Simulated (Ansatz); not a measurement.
```
CELL_PARAMETERS angstrom
-1.93477 -3.35112 0.00000
1.93477 -3.35112 0.00000
0.00000 0.00000 9.85362
ATOMIC_POSITIONS crystal
Si 0.66667 0.66667 0.37500
Si 0.66667 0.66667 0.87500
Si 0.33333 0.33333 0.12500
Si 0.33333 0.33333 0.62500
Ni 0.00000 0.00000 0.50000
Ni 0.00000 0.00000 0.00000
Ni 0.00000 0.00000 0.25000
Ni 0.00000 0.00000 0.75000
Ni 0.66667 0.66667 0.12500
Ni 0.66667 0.66667 0.62500
Ni 0.33333 0.33333 0.37500
Ni 0.33333 0.33333 0.87500
```

Space group P6₃/mmc; computed without spin polarisation.

The calculation used Ansatz, DFT r2SCAN, scalar-relativistic, plane waves, PAW.

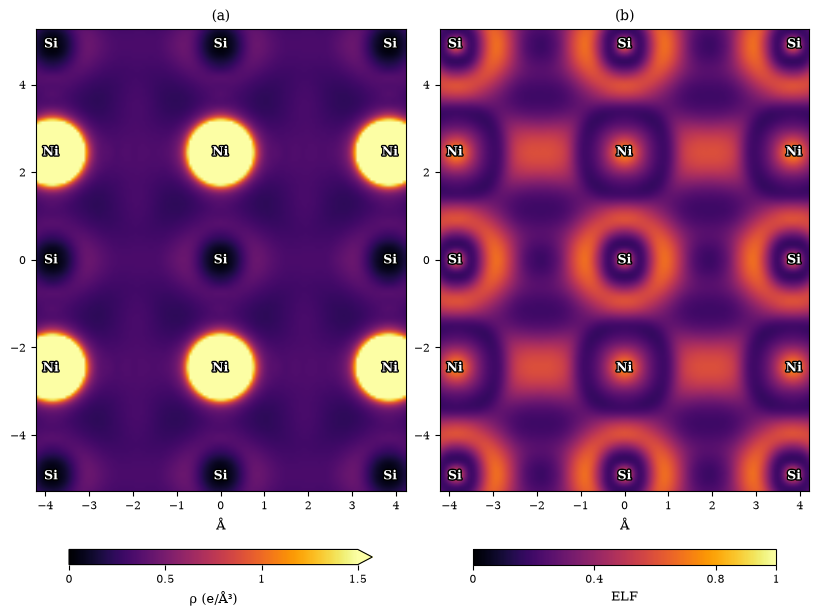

SiNi2. (a) valence pseudo-density; (b) ELF on the (100) plane of the calculation cell.

In a PAW calculation such maps are meaningful between the atoms, not at the nuclei.

**What do the fields say about this system?**

Atoms in the plane: Si and Ni. Si–Ni (2.46 Å): the density is about 0.36 e/Å³ at the midpoint; the ELF peaks at about 0.60 in the valence shell of Si, 1.0 Å from its nucleus, and is about 0.40 at the midpoint. Between the atoms the lowest density in this plane is 0.23 e/Å³. The features right at Ni lie inside the PAW spheres, where the map follows smoothed inner orbitals and isn't to be read closely.

**Does the calculation give a band gap?**

It is gapless in this calculation (a metal or semimetal).
